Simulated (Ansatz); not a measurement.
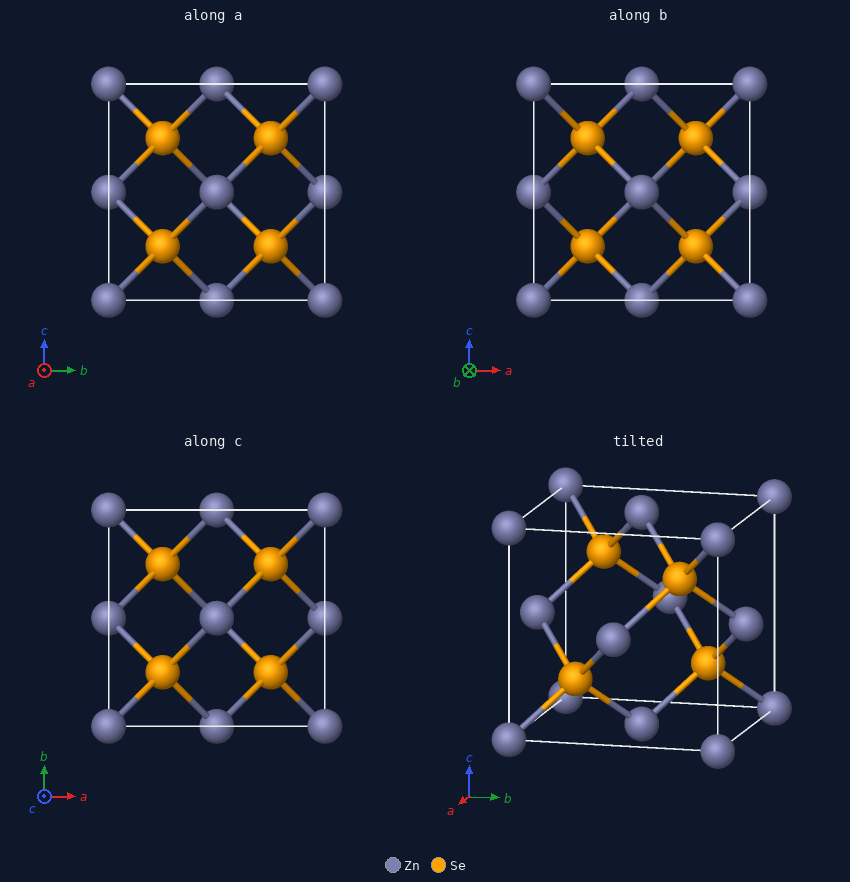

Ball-and-stick drawing of the structure, looking along the a axis, along the b axis, along the c axis and slightly off an axis. The edges of the conventional unit cell are marked.

Lattice parameters: a = 5.6648 Å, b = 5.6648 Å, c = 5.6648 Å, α = 90.000°, β = 90.000°, γ = 90.000°.

Turn the picture into a CIF in P1 with every atom of the cell.

```cif
data_structure
_symmetry_space_group_name_H-M 'P 1'
_symmetry_Int_Tables_number 1
_cell_length_a 5.6648
_cell_length_b 5.6648
_cell_length_c 5.6648
_cell_angle_alpha 90.000
_cell_angle_beta 90.000
_cell_angle_gamma 90.000
_cell_volume 181.79
loop_
_atom_site_label
_atom_site_type_symbol
_atom_site_fract_x
_atom_site_fract_y
_atom_site_fract_z
_atom_site_occupancy
Zn1 Zn 0.0000 0.0000 0.0000 1
Se1 Se 0.2500 0.2500 0.7500 1
Zn2 Zn 0.0000 0.5000 0.5000 1
Se2 Se 0.2500 0.7500 0.2500 1
Zn3 Zn 0.5000 0.0000 0.5000 1
Se3 Se 0.7500 0.2500 0.2500 1
Zn4 Zn 0.5000 0.5000 0.0000 1
Se4 Se 0.7500 0.7500 0.7500 1
```

Provenance: a structure type filled with these elements by a generator (whether the compound takes this form wasn't checked). Earlier steps of the study may have refined or changed the cell and positions. It was the input of a calculation with Ansatz.
